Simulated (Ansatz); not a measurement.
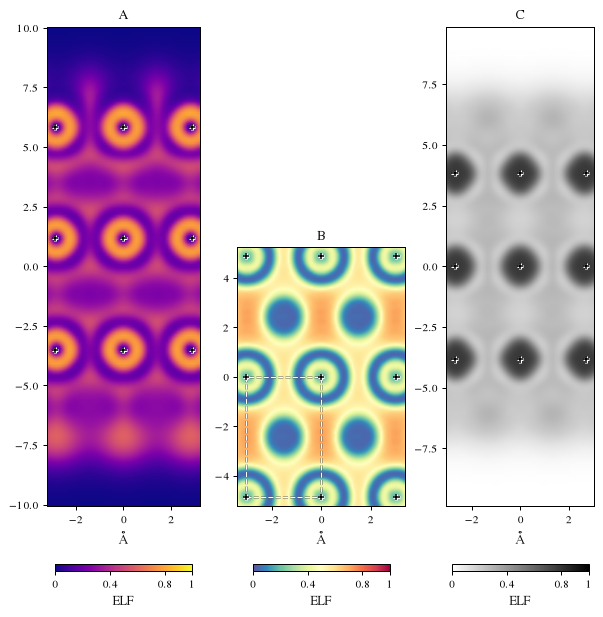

The ELF of 3 systems, each on a plane through atoms (crosses mark nuclei in the plane).

Theory: DFT PBE, scalar-relativistic, plane waves, PAW in Ansatz 0.2.0.

System 1: Mg, the (100) plane of the conventional cell. Space group P6₃/mmc; computed pressure about 8 GPa in this cell.

```
Mg
1.0
     3.03957    0.00000    0.00000
    -1.51978    2.63234    0.00000
     0.00000    0.00000    4.88056
Mg
2
Direct
  0.33333 0.66667 0.25000
  0.66667 0.33333 0.75000
```

System 2: Nb (slab), the (100) plane of the calculation cell, a cut from vacuum to vacuum. Not relaxed (largest force 0.4 eV/Å).

```
CELL_PARAMETERS angstrom
2.86751 0.00000 0.00000
-0.95584 2.70351 0.00000
0.00000 0.00000 26.70656
ATOMIC_POSITIONS crystal
Nb 0.50000 0.50000 0.28083
Nb 0.00000 0.00000 0.36850
Nb 0.50000 0.50000 0.45617
Nb 0.00000 0.00000 0.54383
Nb 0.50000 0.50000 0.63150
Nb 0.00000 0.00000 0.71917
```

System 3: Rh (slab), the (010) plane of the calculation cell, a cut from vacuum to vacuum. Computed without spin polarisation.

```yaml
crystal:
  lattice:
    - [2.70820, 0.00000, 0.00000]
    - [0.00000, 2.70820, 0.00000]
    - [0.00000, 0.00000, 26.48993]
  atoms:
    - { symbol: Rh, position: [0.50000, 0.50000, 0.28566] }
    - { symbol: Rh, position: [0.00000, 0.00000, 0.35501] }
    - { symbol: Rh, position: [0.50000, 0.50000, 0.42732] }
    - { symbol: Rh, position: [0.00000, 0.00000, 0.50000] }
    - { symbol: Rh, position: [0.50000, 0.50000, 0.57268] }
    - { symbol: Rh, position: [0.00000, 0.00000, 0.64499] }
    - { symbol: Rh, position: [0.50000, 0.50000, 0.71434] }
```

Q: Match each panel to its system.

A: Panel A is system 2, Nb: the plane holds Nb. Nb–Nb (2.87 Å): the ELF is about 0.25 at the midpoint; no shared electron pair shows on this line. Panel B is system 1, Mg: the plane holds Mg. Panel C is system 3, Rh: the plane holds Rh. Rh–Rh (2.71 Å): the ELF is about 0.25 at the midpoint: no localised pair shows between them.
